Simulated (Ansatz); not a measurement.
The calculation's input:

```
crystal:
  lattice:
    - [3.0272302662, 0.0, 0.0]
    - [-1.5136151331, 2.6216583136, 0.0]
    - [0.0, 0.0, 9.6790930376]
  atoms:
    - { symbol: Ge, position: [0.0, 0.0, 1.0] }
    - { symbol: Ge, position: [0.0, 0.0, 0.5] }
    - { symbol: Ge, position: [0.3333333333, 0.6666666667, 0.25] }
    - { symbol: Ge, position: [0.6666666667, 0.3333333333, 0.75] }
hamiltonian:
  xc: pbesol
  pseudopotentials:
    kind: paw
    azcp:
      Ge: "pseudopotentials/Ge.paw.azcp"
basis:
  ecutwfc: 420
  fft_grid_basis: typed
kpoints:
  mp_grid: { grid: [16, 16, 5], shift: [0, 0, 0] }
magnetization:
  spin_polarized: false
scf:
  occupations: { method: fermi_dirac, width: 0.1 }
output:
  stress: true
  write_density: true
  write_potential: true
  elf: true
  volumetric_format: npy
```

Below, planes, directions and counts refer to the conventional cell (a = 3.03 Å, b = 3.03 Å, c = 9.68 Å, α = 90.00°, β = 90.00°, γ = 120.00°).

Space group P6₃/mmc; set up as Ge, dhcp; a generated structure, not necessarily the stable one; changed on purpose from its base cell (volume × 1.04); computed pressure about −3 GPa in this cell.

Method: DFT, PBEsol, plane waves (420 eV) with PAW, scalar-relativistic (Ansatz).

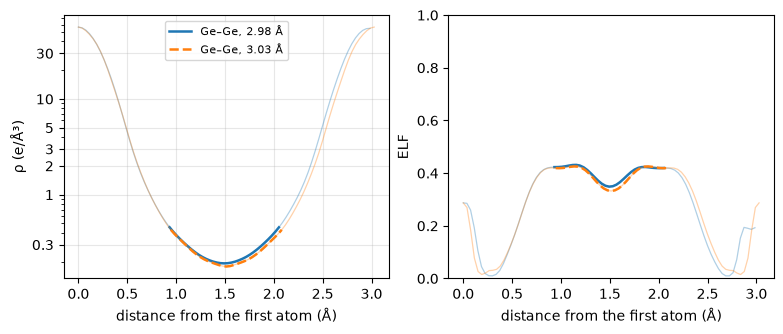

Ge. Valence pseudo-density and electron localisation function along straight lines between neighbouring atoms. Thin, pale parts lie inside the atomic spheres.

The density is the valence pseudo-density of a PAW calculation; it isn't the true density close to the nuclei.

Question: What can be read from the curves?

Answer: Ge–Ge (2.98 Å): the density is about 0.19 e/Å³ at the midpoint; the ELF is about 0.35 at the midpoint.
Ge–Ge (3.03 Å): the density is about 0.18 e/Å³ at the midpoint; the ELF is about 0.35 at the midpoint.
